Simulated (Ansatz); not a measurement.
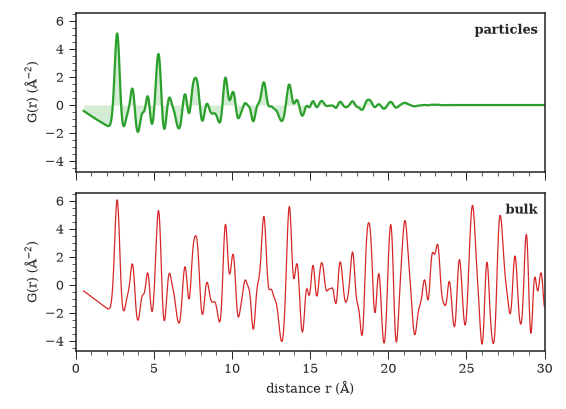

Computed X-ray G(r), with each pair weighted by the product of the atomic numbers (X-ray weights at Q = 0) and a uniform peak width σ = 0.15 Å, for spherical particles of Ir with the bulk structure: the bulk G(r) is multiplied by the envelope of a sphere of diameter D, 1 − 3r/2D + r³/2D³, with no surface relaxation. The number density is 0.0665 atoms per Å³. Structure used: coordinates from a relaxation with DFT r2SCAN, scalar-relativistic, plane waves, PAW (Ansatz 0.2.0); the starting structure was generated, so it need not be a known form of this composition.

**Estimate the particle diameter.**

About 25 Å (2.5 nm): the signal is half of the bulk amplitude at r ≈ 8.7 Å and vanishes at r = D, fading from view somewhat earlier.

**Roughly how many atoms does one particle hold?**

About 540 (number density 0.0665 Å⁻³ times πD³/6).
